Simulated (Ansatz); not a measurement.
## Mo: geometry relaxation (part 1 of 2)

Mo (P6₃/mmc, 8 atoms in the cell), computed with DFT r2SCAN, scalar-relativistic, plane waves, PAW, no spin polarisation (Ansatz 0.2.0).

The structure derives from a Materials Project entry. It belongs to a series of runs on one base structure; here: 8 of 8 Ru sites taken by Mo, cell and atoms relaxed. Figures and captions count atoms from 1; the log counts them from 0 in places.

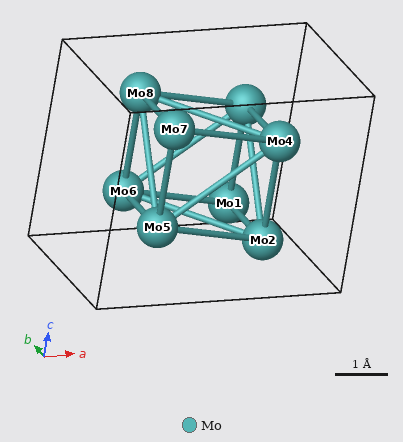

*The structure as given in the input (ball-and-stick view of the cell of the calculation, seen slightly off an axis; atoms are numbered from 1 in the order of the input). An atom can appear more than once, as a periodic image.*

Near neighbours in the periodic cell (some may lie outside the picture): Mo has 12 Mo at 2.74 to 2.93 Å.

### Results in brief

- outcome: converged
- space group (tolerance 0.01 Å): P6₃/mmc (194)
- electrons treated: 112
- free energy: −39736.8233 eV
- Fermi energy: 20.285 eV
- gap on the k-point mesh: none (metallic)
- pressure: 0.02 GPa
- final volume: 127.71 Å³
- largest force (length of the vector) at the end: under 0.001 eV/Å
- final cell: a = 4.923 Å, b = 5.473 Å, c = 5.473 Å, α = 120.00°, β = 90.00°, γ = 90.00°
- hardware: 1 thread of Intel Xeon @ 2.50GHz (Skylake/Cascade Lake), 189 GiB of memory available, shared host
- wall time: 10 min
- peak memory: 1.1 GiB

### The input
```yaml
crystal:
  lattice:
    - [0.0, 0.0, -4.9312294873]
    - [5.4708268211, -1.0e-10, 0.0]
    - [-2.7354134106, -4.7378750068, 0.0]
  atoms:
    - { symbol: Mo, position: [0.75, 0.8333333333, 0.1666666667] }
    - { symbol: Mo, position: [0.75, 0.3333333333, 0.1666666667] }
    - { symbol: Mo, position: [0.75, 0.8333333333, 0.6666666667] }
    - { symbol: Mo, position: [0.75, 0.3333333333, 0.6666666667] }
    - { symbol: Mo, position: [0.25, 0.1666666667, 0.3333333333] }
    - { symbol: Mo, position: [0.25, 0.6666666667, 0.3333333333] }
    - { symbol: Mo, position: [0.25, 0.1666666667, 0.8333333333] }
    - { symbol: Mo, position: [0.25, 0.6666666667, 0.8333333333] }
basis:
  ecutwfc: 500
kpoints:
  mp_grid: { grid: [8, 12, 12] }
hamiltonian:
  xc: r2scan
scf:
  occupations: { method: gaussian, width: 0.1 }
output:
  forces: true
  stress: true
  eigenvalues: true
relax:
  adjacent_minimum: "off"
  f_tol: 0.015
  max_steps: 60
  cell: { stress_tol: 0.15 }
```

Command:
```bash
ansatz run input.yaml --threads 1 --pin off --max-ram 2560MiB --backend cpu --events-out ev --progress --plain --runs-dir out
```

### Output
```
Engine: ansatz 0.2.0, x86_64-unknown-linux-gnu
Pseudopotentials: kind: paw
Pseudopotential: Mo, paw, valence charge 14, recommended cutoff 500 eV (meta_gga), Mo.paw.azcp
Functional definition: r2SCAN
  parameter k0 = 0.174
  parameter k1 = 0.065
  parameter a1 = 4.9479
  exchange = r2scan_x(k0 = k0, k1 = k1, a1 = a1)
  correlation = r2scan_c
Crystal: 8 atoms, lattice volume = 127.818 Å³
Basis set: ecut = 500 eV, 3209 PW (Γ), exchange–correlation on 144×160×160 points (64 copies of the dense FFT grid, shifted against one another)
Bands: 68, of which v1, the nominal top of the filled ones, is band 56 counted from 1 (55 counted from 0)
Symmetry: 96 space group operations
Space group: P63/mmc (ITA 194), of the structure as read, at distance tolerance 5.0e-5 Å
k-points: 95 of 1152
Non-local potential: Mo, projectors of the file, l = 0: 3, l = 1: 2, l = 2: 2, l = 3: 1
PAW form: soft (Blöchl's): semilocal exchange-correlation on the pseudo side does not see the compensation charge
PAW frozen core: Mo, regenerated for the run's functional (the file was generated under x = pbe(κ = 0.804, μ = 0.2195149727645171), c = pbe(β = 0.06672455060314922))
PAW one-centre angular grid: Mo, 590 points (default); XC on 160 Gauss nodes
Initial density: superposition of atomic densities (neutral atoms: chi_scale 0, normalization atom), corrected by the library's trained network
Initial wavefunctions: pseudopotential atomic-orbital guess
Functional: x = r2scan, c = r2scan; τ floored in thin density (d = 2e-4 eV/Å³)
SCF iter   1: F=—  HF=-39736.798598 eV  |F-HF|=—  |Δ(HF+E_count)|=         —  Δρ=9.32e-3  dr2=5.21e-2  dr2_τ=1.19e-1  ethr=1.77e-3  ⟨swp⟩=4.7  Hψ=21378  notcnv=0  defer=4
preconditioner: auto → Kerker (q_TF=auto, 2.669 Å⁻¹)  [metal: Δε(μ)=0.004 eV  Ē_g=4.137 eV  σ=0.100 eV  W_gap=0.02  n_scr=46 (ndim 8)  ℏωp=22.8 eV  f_vac=0.000  D(μ)=9.59/eV (n_scr^D=106)]
SCF iter   2: F=—  HF=-39736.820391 eV  |F-HF|=—  |Δ(HF+E_count)|=   2.18e-2  Δρ=5.50e-3  dr2=1.69e-2  dr2_τ=7.21e-4  ethr=4.65e-5  ⟨swp⟩=2.6  Hψ=12252  notcnv=0  defer=6
SCF iter   3: F=—  HF=-39736.822846 eV  |F-HF|=—  |Δ(HF+E_count)|=   2.46e-3  Δρ=7.41e-4  dr2=6.20e-4  dr2_τ=1.44e-5  ethr=1.50e-5  ⟨swp⟩=3.0  Hψ=11146  notcnv=0  defer=6
SCF iter   4: F=—  HF=-39736.822939 eV  |F-HF|=—  |Δ(HF+E_count)|=   9.25e-5  Δρ=1.76e-4  dr2=3.40e-5  dr2_τ=5.99e-6  ethr=5.54e-7  ⟨swp⟩=2.0  Hψ=8101  notcnv=0  defer=6
SCF iter   5: F=—  HF=-39736.822938 eV  |F-HF|=—  |Δ(HF+E_count)|=   4.01e-7  Δρ=4.02e-5  dr2=1.28e-6  dr2_τ=8.73e-8  ethr=3.03e-8  ⟨swp⟩=2.0  Hψ=8100  notcnv=0  defer=6
SCF iter   6: F=-39736.822939 eV  HF=-39736.822939 eV  |F-HF|=3.65e-8  |Δ(HF+E_count)|=   7.93e-7  Δρ=7.30e-6  dr2=3.06e-8  dr2_τ=5.01e-9  ethr=8.93e-11  ⟨swp⟩=8.1  Hψ=26613  notcnv=0
SCF 1 converged in 6 iterations: F = -39736.822939 eV  dr2 = 3.06e-8
  greatest PAW one-centre occupation: 0.997 electrons in one spin orbital (limit 2), on the Mo atom at site 7 (counted from 0), in its partial waves of l = 0
relax step   1: F+E_penalty+E_count = -39736.82293928 eV  Δ(F+E_penalty+E_count) = +0.000e0 eV  max|allowed force component| = 1.299e-17 eV/Å  Δτ_max = 0.0000 Å  P = -0.107 GPa  Ω = 127.818 Å³  (6 SCF iters, dr2 threshold 1.00e-7 eV, accepted)
Crystal: 8 atoms, lattice volume = 127.382 Å³
Initial density: handed on by an earlier stage of this run
Initial wavefunctions: those handed on with the density
iter 1 solved again at ethr=7.73e-7 eV; its pass at ethr=3.10e-3 eV (dr2=8.66e-4 eV) is discarded
SCF iter   1: F=—  HF=-39736.817083 eV  |F-HF|=—  |Δ(HF+E_count)|=         —  Δρ=9.97e-4  dr2=1.07e-3  dr2_τ=5.08e-3  ethr=7.73e-7  ⟨swp⟩=3.0  Hψ=30512  notcnv=0
preconditioner: auto → Kerker (q_TF=auto, 2.670 Å⁻¹)  [metal: Δε(μ)=0.002 eV  Ē_g=4.135 eV  σ=0.100 eV  W_gap=0.01  n_scr=46 (ndim 8)  ℏωp=22.8 eV  f_vac=0.000  D(μ)=9.14/eV (n_scr^D=94)]
SCF iter   2: F=—  HF=-39736.822324 eV  |F-HF|=—  |Δ(HF+E_count)|=   5.24e-3  Δρ=4.73e-4  dr2=1.77e-4  dr2_τ=1.36e-5  ethr=7.73e-7  ⟨swp⟩=2.0  Hψ=11631  notcnv=0
SCF iter   3: F=—  HF=-39736.822348 eV  |F-HF|=—  |Δ(HF+E_count)|=   2.44e-5  Δρ=1.76e-4  dr2=3.29e-5  dr2_τ=2.15e-6  ethr=1.58e-7  ⟨swp⟩=2.1  Hψ=8038  notcnv=0
SCF iter   4: F=—  HF=-39736.822349 eV  |F-HF|=—  |Δ(HF+E_count)|=   3.18e-7  Δρ=3.70e-5  dr2=1.60e-6  dr2_τ=1.08e-7  ethr=2.93e-8  ⟨swp⟩=2.1  Hψ=8297  notcnv=0
SCF iter   5: F=-39736.822349 eV  HF=-39736.822349 eV  |F-HF|=5.09e-11  |Δ(HF+E_count)|=   1.53e-7  Δρ=8.98e-6  dr2=1.01e-7  dr2_τ=4.77e-9  ethr=6.06e-10  ⟨swp⟩=5.7  Hψ=23050  notcnv=0
SCF 2 converged in 5 iterations: F = -39736.822349 eV  dr2 = 1.01e-7
relax step   2: F+E_penalty+E_count = -39736.82234890 eV  Δ(F+E_penalty+E_count) = +5.904e-4 eV  max|allowed force component| = 8.348e-18 eV/Å  Δτ_max = 0.0000 Å  P = +0.538 GPa  Ω = 127.382 Å³  energy of the carried Pulay correction = +2.483e-4 eV  (5 SCF iters, dr2 threshold 6.79e-7 eV, rejected (line search))
Crystal: 8 atoms, lattice volume = 127.708 Å³
iter 1 solved again at ethr=2.79e-7 eV; its pass at ethr=3.10e-3 eV (dr2=3.13e-4 eV) is discarded
SCF iter   1: F=—  HF=-39736.820985 eV  |F-HF|=—  |Δ(HF+E_count)|=         —  Δρ=6.06e-4  dr2=3.93e-4  dr2_τ=2.15e-3  ethr=2.79e-7  ⟨swp⟩=3.1  Hψ=30665  notcnv=0
preconditioner: auto → Kerker (q_TF=auto, 2.669 Å⁻¹)  [metal: Δε(μ)=0.001 eV  Ē_g=4.125 eV  σ=0.100 eV  W_gap=0.01  n_scr=46 (ndim 8)  ℏωp=22.8 eV  f_vac=0.000  D(μ)=9.51/eV (n_scr^D=94)]
SCF iter   2: F=—  HF=-39736.823401 eV  |F-HF|=—  |Δ(HF+E_count)|=   2.42e-3  Δρ=2.85e-4  dr2=5.97e-5  dr2_τ=5.69e-6  ethr=2.79e-7  ⟨swp⟩=2.0  Hψ=11678  notcnv=0
SCF iter   3: F=—  HF=-39736.823412 eV  |F-HF|=—  |Δ(HF+E_count)|=   1.14e-5  Δρ=1.11e-4  dr2=1.22e-5  dr2_τ=9.28e-7  ethr=5.33e-8  ⟨swp⟩=2.1  Hψ=8113  notcnv=0
SCF iter   4: F=—  HF=-39736.823415 eV  |F-HF|=—  |Δ(HF+E_count)|=   2.73e-6  Δρ=2.38e-5  dr2=7.19e-7  dr2_τ=4.05e-8  ethr=1.09e-8  ⟨swp⟩=2.1  Hψ=8472  notcnv=0
SCF iter   5: F=—  HF=-39736.823413 eV  |F-HF|=—  |Δ(HF+E_count)|=   1.56e-6  Δρ=5.78e-6  dr2=4.31e-8  dr2_τ=1.64e-9  ethr=6.42e-10  ⟨swp⟩=2.0  Hψ=8755  notcnv=0
SCF iter   6: F=—  HF=-39736.823413 eV  |F-HF|=—  |Δ(HF+E_count)|=   6.59e-9  Δρ=2.05e-6  dr2=5.49e-9  dr2_τ=4.17e-10  ethr=3.85e-11  ⟨swp⟩=2.3  Hψ=10942  notcnv=0
SCF iter   7: F=—  HF=-39736.823413 eV  |F-HF|=—  |Δ(HF+E_count)|=  4.07e-10  Δρ=8.11e-7  dr2=9.20e-10  dr2_τ=2.67e-11  ethr=1.00e-12  ⟨swp⟩=4.2  Hψ=21911  notcnv=0
SCF iter   8: F=-39736.823413 eV  HF=-39736.823413 eV  |F-HF|=2.18e-11  |Δ(HF+E_count)|=  8.00e-11  Δρ=2.65e-7  dr2=9.36e-11  dr2_τ=3.74e-12  ethr=1.00e-12  ⟨swp⟩=3.6  Hψ=17294  notcnv=0
SCF 3 converged in 8 iterations: F = -39736.823413 eV  dr2 = 9.36e-11
relax step   3: F+E_penalty+E_count = -39736.82341327 eV  Δ(F+E_penalty+E_count) = -4.740e-4 eV  max|allowed force component| = 1.037e-17 eV/Å  Δτ_max = 0.0000 Å  P = +0.022 GPa  Ω = 127.708 Å³  energy of the carried Pulay correction = +6.682e-5 eV  (8 SCF iters, accepted)
Initial wavefunctions: pseudopotential atomic-orbital guess (no wavefunctions were taken with the density)
iter 1 solved again at ethr=5.13e-9 eV; its pass at ethr=3.10e-3 eV (dr2=5.74e-6 eV) is discarded
SCF iter   1: F=—  HF=-39736.823351 eV  |F-HF|=—  |Δ(HF+E_count)|=         —  Δρ=6.08e-6  dr2=5.41e-9  dr2_τ=5.31e-8  ethr=5.13e-9  ⟨swp⟩=4.7  Hψ=41949  notcnv=0
preconditioner: auto → Kerker (q_TF=auto, 2.669 Å⁻¹)  [metal: Δε(μ)=0.005 eV  Ē_g=4.126 eV  σ=0.100 eV  W_gap=0.03  n_scr=46 (ndim 8)  ℏωp=22.8 eV  f_vac=0.000  D(μ)=9.41/eV (n_scr^D=94)]
SCF iter   2: F=—  HF=-39736.823345 eV  |F-HF|=—  |Δ(HF+E_count)|=   6.54e-6  Δρ=3.21e-6  dr2=1.43e-9  dr2_τ=1.87e-9  ethr=4.83e-12  ⟨swp⟩=2.6  Hψ=11652  notcnv=0
SCF iter   3: F=-39736.823345 eV  HF=-39736.823345 eV  |F-HF|=1.46e-11  |Δ(HF+E_count)|=   1.96e-9  Δρ=2.45e-7  dr2=9.31e-12  dr2_τ=2.09e-11  ethr=1.00e-12  ⟨swp⟩=6.1  Hψ=24302  notcnv=0
SCF 4 converged in 3 iterations: F = -39736.823345 eV  dr2 = 9.31e-12
relax step   4: F+E_penalty+E_count = -39736.82334473 eV  Δ(F+E_penalty+E_count) = +6.854e-5 eV  max|allowed force component| = 1.108e-17 eV/Å  Δτ_max = 0.0000 Å  P = +0.022 GPa  Ω = 127.708 Å³  stress off target by 3.04e-2 GPa  SCF on the basis re-selected at this cell (its energy is not comparable with the rows above)  (3 SCF iters)
```

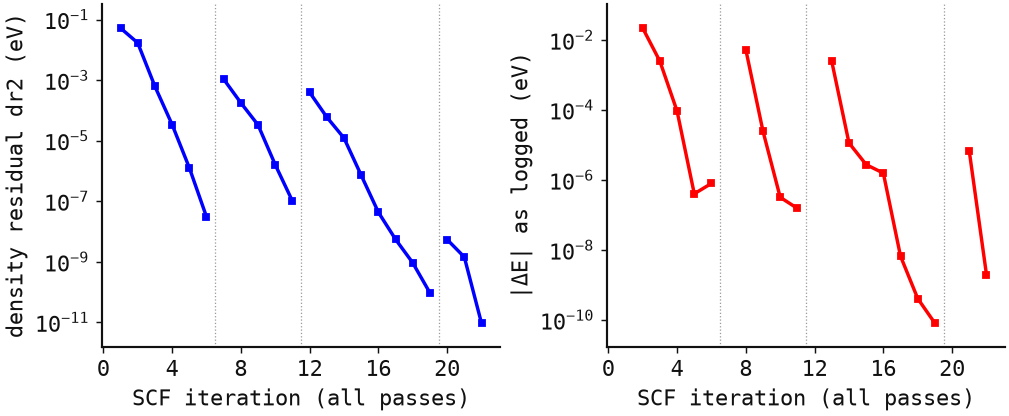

*Convergence of the self-consistent field: density residual dr2 and size of the energy change against the SCF iteration. The dotted lines part the SCF passes of the relaxation: geometry steps, rejected trials and re-solves on a re-selected basis.*

The passes take 6, 5, 8 and 3 iterations.

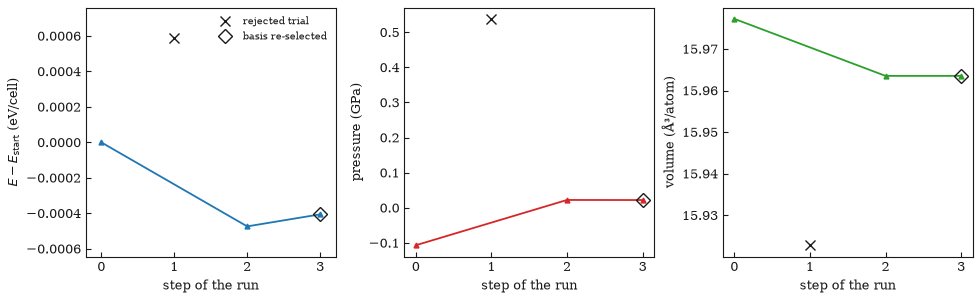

*Progress of the relaxation, step by step (the first geometry is step 0 here and step 1 in the log).*

Over 2 geometry steps the energy falls by 0.5 meV per cell of the calculation. All forces vanish by symmetry, so only the cell relaxes. Pressure: −0.11 GPa at the start and 0.02 GPa at the end. The line search rejected the trial step at point 1 (counted from 0) and went back. No atom moves by more than 0.005 Å relative to the cell. The volume changes by −0.1 %, with a 4.931 → 4.923 Å (−0.2 %), b = c 5.471 → 5.473 Å (0.0 %). The space group stays P6_3/mmc (No. 194). A last SCF at the same geometry on a re-selected plane-wave basis shifts the energy by +0.1 meV per cell of the calculation. (Atoms are counted from 1 in the order of the input.)
